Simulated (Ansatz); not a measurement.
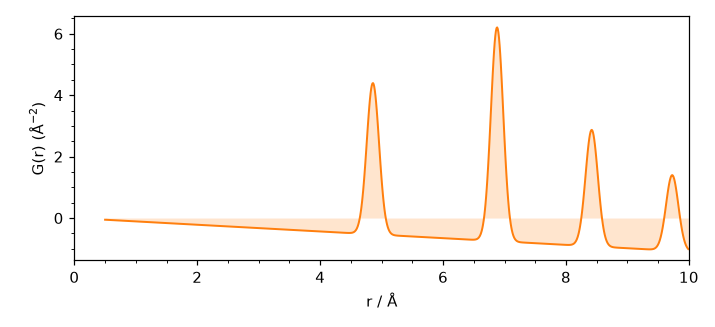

Computed X-ray G(r), with each pair weighted by the product of the atomic numbers (X-ray weights at Q = 0) and a uniform peak width σ = 0.10 Å. No termination ripples are included.

Candidate structures:

A. 
```
Hg
1.0
     3.12194    0.00000    0.00000
    -1.56097    2.70368    0.00000
     0.00000    0.00000   10.50853
Hg
4
Direct
  0.00000 0.00000 0.00000
  0.00000 0.00000 0.50000
  0.33333 0.66667 0.25000
  0.66667 0.33333 0.75000
```

B. 
```
Hg
1.0
     4.86386    0.00000    0.00000
     0.00000    4.86386    0.00000
     0.00000    0.00000    4.86386
Hg
1
Direct
  0.00000 0.00000 0.00000
```

Origins: A, the geometry relaxed with DFT, LDA (PW92), plane waves (420 eV) with PAW, scalar-relativistic in Ansatz 0.2.0; the starting structure was generated, so it need not be a known form of this composition; B, the input geometry of an electronic-structure calculation (not necessarily at equilibrium); the starting structure was generated, so it need not be a known form of this composition.

Q: Which candidate gives this PDF?

A: Candidate B, Hg, Pm-3m (first clear peaks at 4.86 Å (Hg–Hg) and 6.88 Å (Hg–Hg)). A would give first clear peaks at 3.15 Å (Hg–Hg) and 4.46 Å (Hg–Hg).
